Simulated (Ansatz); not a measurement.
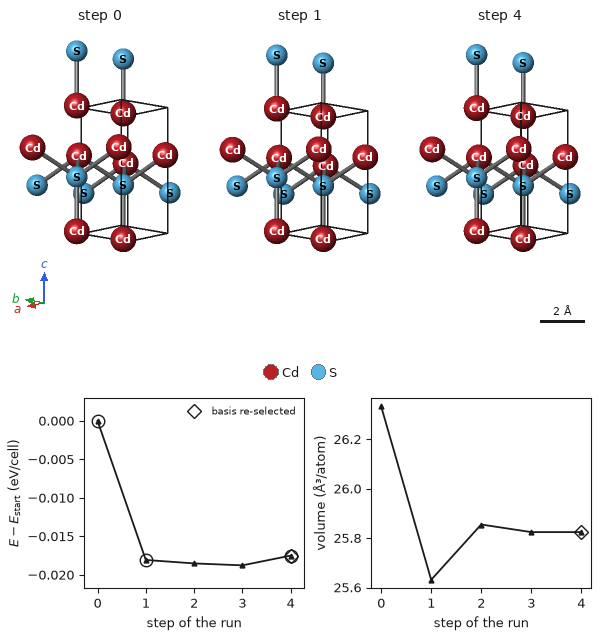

Frames of a relaxation of a crystal of Cd2S (set up in P3m1), marked on the history of the run. Style: ball-and-stick. Shown: the cell of the calculation, repeated 1 × 2 × 1 with one cell outlined, from a free direction.

The run lets cell and atoms move.

Computed with Kohn-Sham DFT of a periodic cell, PBE0, Ansatz PAW in Ansatz.

The input:
```yaml
crystal:
  lattice:
    - [3.962670049, 0.0, 0.0]
    - [-1.9813350245, 3.4317729293, 0.0]
    - [0.0, 0.0, 5.809192]
  atoms:
    - { symbol: Cd, position: [0.3333333333, 0.6666666667, 0.932717] }
    - { symbol: Cd, position: [0.6666666667, 0.3333333333, 0.578735] }
    - { symbol: S, position: [0.3333333333, 0.6666666667, 0.365705] }
hamiltonian:
  xc: pbe0
  pseudopotentials: { kind: paw }
kpoints:
  mp_grid: { grid: [4, 4, 2] }
scf:
  occupations: { method: fermi_dirac, width: 0.05 }
output:
  forces: true
  stress: true
  eigenvalues: true
relax:
  f_tol: 0.01
  max_steps: 40
  cell: { stress_tol: 0.05 }
```

Launched with:
```bash
ansatz run input.yaml --threads 2 --pin off --max-ram 5632MiB --backend cpu --events-out ev --progress --plain --runs-dir out
```

What happens along the run?

Answer. The energy falls by 17.5 meV per cell of the calculation in 3 accepted moves (4 points after the start). Largest force component: 0.24 eV/Å at the start, 0.0089 eV/Å at the end. The pressure goes from −1.43 to −0.01 GPa. At 1 point the geometry stayed and the basis and grid were re-selected for the new cell (energy shift of 1.3 meV per cell of the calculation at most each time). A Cd atom moves most relative to the cell: 0.010 Å along −c. Largest moves by element: Cd 0.010 Å, S 0.009 Å. The volume changes by −1.9 %, with a = b 3.963 → 3.969 Å (+0.2 %), c 5.809 → 5.678 Å (−2.3 %). Some distances before and after: Cd–S 2.515 → 2.466 Å, Cd–S 2.601 → 2.582 Å. The space group stays P3m1 (No. 156). Cost: 4.6 min on 2 threads of Intel(R) Xeon(R) Processor @ 2.50GHz (Skylake/Cascade Lake) (shared host), peak memory 0.82 GiB. From step 0 to 1: the S atom moves most (0.02 Å), volume −2.7 %, energy −18.1 meV per cell of the calculation. From step 1 to 4: volume +0.8 %, energy +0.6 meV per cell of the calculation.

| step | E − E(0), meV/atom | largest force component, eV/Å | pressure, GPa | volume, Å³/atom | note |
| --- | --- | --- | --- | --- | --- |
| 0 | 0.00 | 0.2403 | -1.43 | 26.333 |  |
| 1 | -6.02 | 0.0957 | 0.41 | 25.631 |  |
| 2 | -6.17 | 0.0367 | -0.02 | 25.855 |  |
| 3 | -6.25 | 0.0090 | -0.01 | 25.824 |  |
| 4 | -5.83 | 0.0089 | -0.01 | 25.824 | same geometry, new basis |
